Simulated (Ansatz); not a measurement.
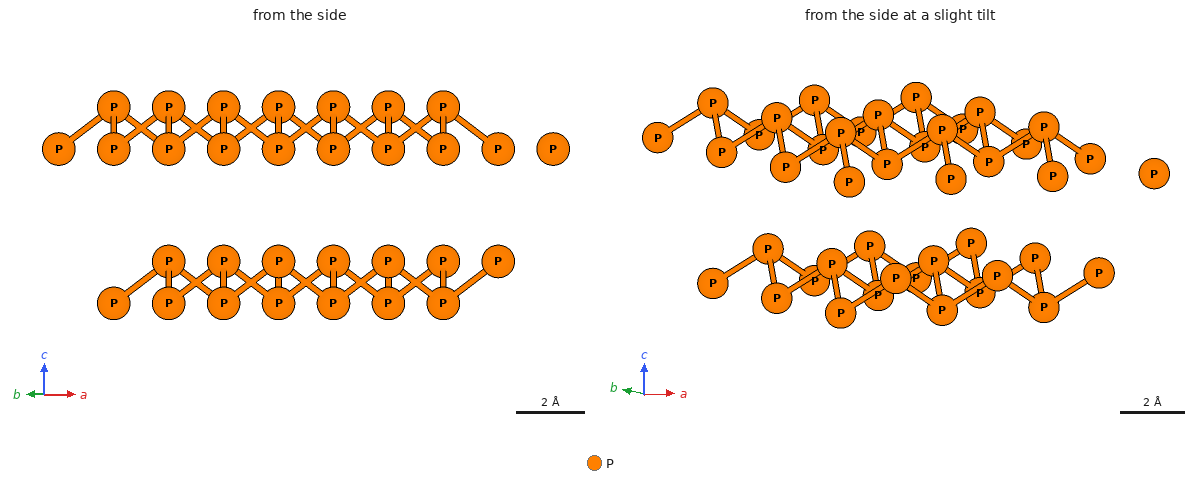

A ball-and-stick picture of a periodic slab, seen from the side and from the side at a slight tilt. The surface normal points up in side views; the vacuum is left out. 3×3 cells are drawn in the plane, with atoms at the edges repeated.

The cell holds 4 P.

> Read the thickness off the scale bar.

About 6 Å from the lowest to the highest atom.

> Name the atomic layers in order from the top face down.

Four planes: P / P / P / P.

> How is it built?

P is coordinated by three P in a trigonal pyramidal arrangement at about 2.3 Å. The bonds build P layers parallel to the surface.

Provenance: a structure type filled with this element by a generator (whether the element takes this form wasn't checked). A relaxation with DFT PBE+D3(BJ), scalar-relativistic, plane waves, PAW (Ansatz) gave the geometry drawn.
